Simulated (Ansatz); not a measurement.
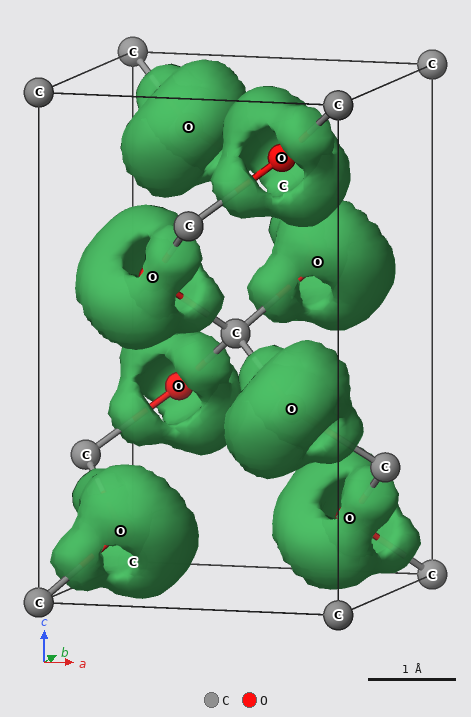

The picture shows: CO₂. Isosurface of the electron localisation function at 0.75 (green), seen slightly off an axis. Only the valence region is drawn (cores and ρ < 0.01 e/Å³ removed). Sticks mark near contacts.

Space group I-42d; a generated structure, not necessarily the stable one; computed pressure about 39 GPa in this cell.

The calculation used DFT PBE, scalar-relativistic, plane waves, PAW (Ansatz 0.2.0).

In a PAW calculation such maps are meaningful between the atoms, not at the nuclei.

Input file:

```
crystal:
  lattice:
    - [-1.8081, 1.8081, 2.9017]
    - [1.8081, -1.8081, 2.9017]
    - [1.8081, 1.8081, -2.9017]
  atoms:
    - { symbol: C, position: [0.0, 0.0, 0.0] }
    - { symbol: C, position: [0.75, 0.25, 0.5] }
    - { symbol: O, position: [0.375, 0.395, 0.52] }
    - { symbol: O, position: [0.605, 0.125, 0.98] }
    - { symbol: O, position: [0.875, 0.855, 0.48] }
    - { symbol: O, position: [0.145, 0.625, 0.02] }
scf:
  occupations: { method: fixed }
output:
  forces: true
  stress: true
  eigenvalues: true
  write_density: true
  write_potential: true
  elf: true
  volumetric_format: npy
hamiltonian:
  xc: pbe
basis:
  ecutwfc: 600
kpoints:
  mp_grid: { grid: [8, 8, 8] }
relax:
  f_tol: 0.002
  max_steps: 60
  cell: { stress_tol: 0.03, p_target: 38.6 }
```

Command:

```sh
ansatz run input.yaml --threads 2 --pin off --max-ram 6144MiB --backend cpu --events-out ev --progress --plain --runs-dir out
```

Below, planes, directions and counts refer to the conventional cell (a = 3.61 Å, b = 3.61 Å, c = 5.92 Å, α = 90.00°, β = 90.00°, γ = 90.00°).

The fields are those of the relaxed geometry.

Question: Where are the electrons localised?

Answer: The ELF exceeds this value in eight regions on O in which the atom's valence shell and bonds are merged, counted in one cell of 12 atoms. Any copies at cell faces, edges or corners count once. Profiles from the grid: C–O (1.37 Å): the ELF peaks at about 0.90 between the atoms; a shared but strongly polarised pair.
